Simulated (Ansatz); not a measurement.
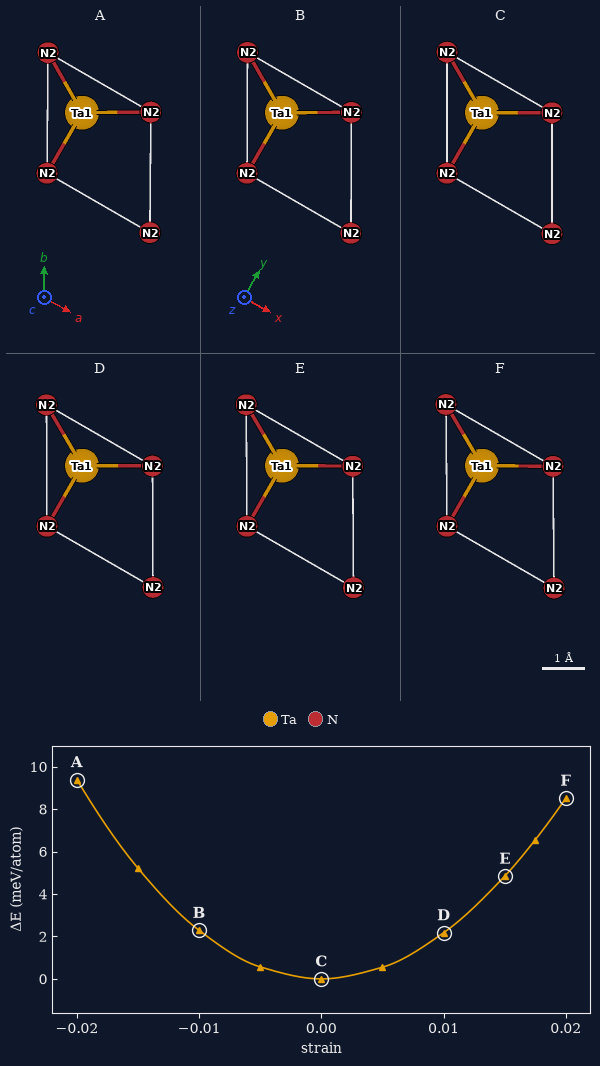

A scan of solid TaN (P-6m2): the cell is strained along x alone, with the atoms kept at their fractional coordinates. x, y and z are the Cartesian axes of the input. The lettered frames are marked on the plot. A ball-and-stick model of the cell of the calculation, seen along the c axis.

All numbers below come from DFT PBEsol, scalar-relativistic, plane waves, PAW (Ansatz). (plane-wave cutoff 420 eV; k-point mesh 24 × 24 × 20; occupations gaussian; smearing width 0.15 eV; no spin polarisation). Energies (free energies at the smearing named) are counted from the relaxed crystal.

Question: What does the scan show?

Answer: The lowest computed point lies at the strain 0.00 (0.0 meV/atom). The curvature at zero strain, (1/V) d²E/dε², is about 670 GPa; it is C₁₁ with clamped ions. The distortion takes the space group from P-6m2 to Amm2. At the strain −0.02 the cell of the drawing goes a 2.924 → 2.866 Å, b 2.924 → 2.909 Å, γ 120.0° → 119.5°.
